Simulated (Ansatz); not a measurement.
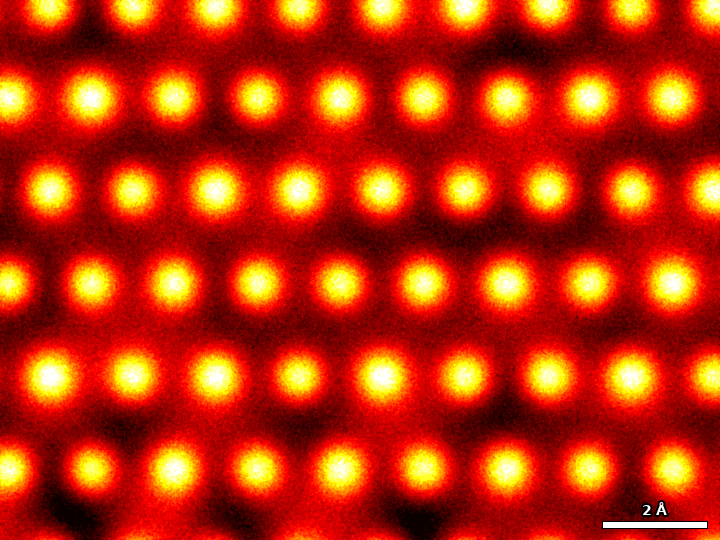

Dark-field STEM-like image of Mg (Im-3m, No. 229). The image is simulated as a sum over atoms of Z^1.7, blurred by a 0.74 Å probe (no channelling). The probe carries 25 % of its weight in a tail 2.5 times as wide. The display is stretched by a gamma of 0.8; percentages refer to the linear signal. Shot noise and the speckle of an amorphous layer were added. Structure: coordinates from a relaxation with DFT, revPBE, plane waves (420 eV) with PAW, scalar-relativistic (Ansatz); the starting structure was generated, so it need not be a known form of this composition.

```
Mg
1.0
     3.61131    0.00000    0.00000
     0.00000    3.61131    0.00000
     0.00000    0.00000    3.61131
Mg
2
Direct
  0.00000 0.00000 0.00000
  0.50000 0.50000 0.50000
```

> Along which zone axis is the crystal seen: [211], [001], [110] or [210]? (Directions equivalent by symmetry count as one.)

[210]. The projected cells are 1.04 × 2.55 Å, 90° for [211]; 2.55 × 2.55 Å, 90° for [001]; 1.81 × 2.55 Å, 90° for [110]; 1.62 × 1.98 Å, 114° for [210], and the image repeats as the [210] one does.
